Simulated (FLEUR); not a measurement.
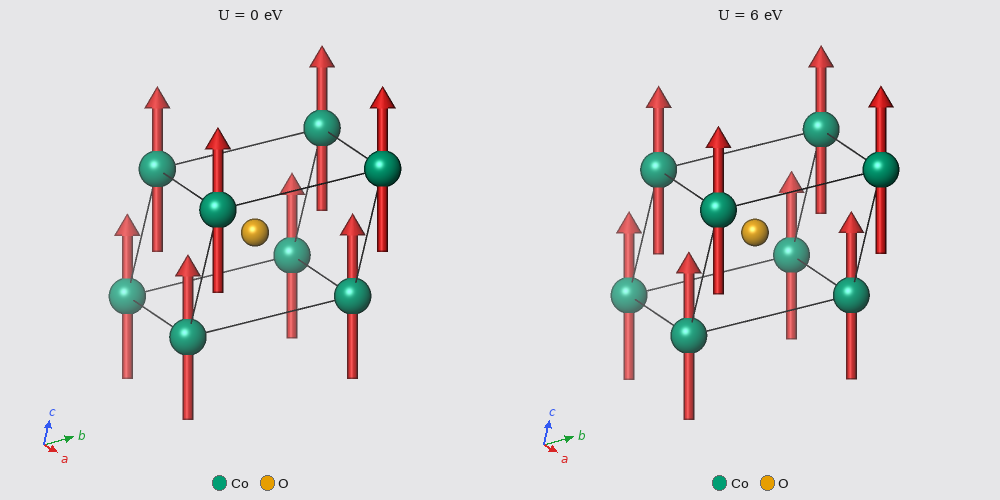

CoO, a = 4.247 Å, b = 4.247 Å, c = 4.247 Å, α = 90.29°, β = 89.71°, γ = 89.71°. The run's cell of 2 atoms at the smallest and the largest U, with site moments above 0.25 μB as arrows (red up, blue down). The cell is a structure listed in the Materials Project.

One fixed geometry was run with a growing Hubbard U on Co d. Alike in all runs: FLEUR MaX-R8.1 (later development tree); functional PBEsol; potentials all-electron; basis FLAPW; kmax 4.69 1/bohr; k mesh 9 × 9 × 9 on the run's cell of 2 atoms; occupations fermi-dirac, width 0.05 eV; collinear spin, ferromagnetic start; no spin-orbit coupling.

```tsv
U (eV)	gap (eV)	mean size of the moment on Co (μB)
0	metal	2.55
2	metal	2.67
3	metal	2.69
4	metal	2.72
5	?	?
6	metal	2.75
```

Fill in the row that is left out.

Answer. At U = 5 eV the run gave no gap and 2.74 μB on Co. A straight line between the neighbouring rows gives 2.73 μB, which is close.

Total energies at different U can't be compared. Each run keeps the state that it reached from its start, which need not be the lowest.

Caveat: a cell with one magnetic atom can't hold antiferromagnetic order, which such compounds often take.
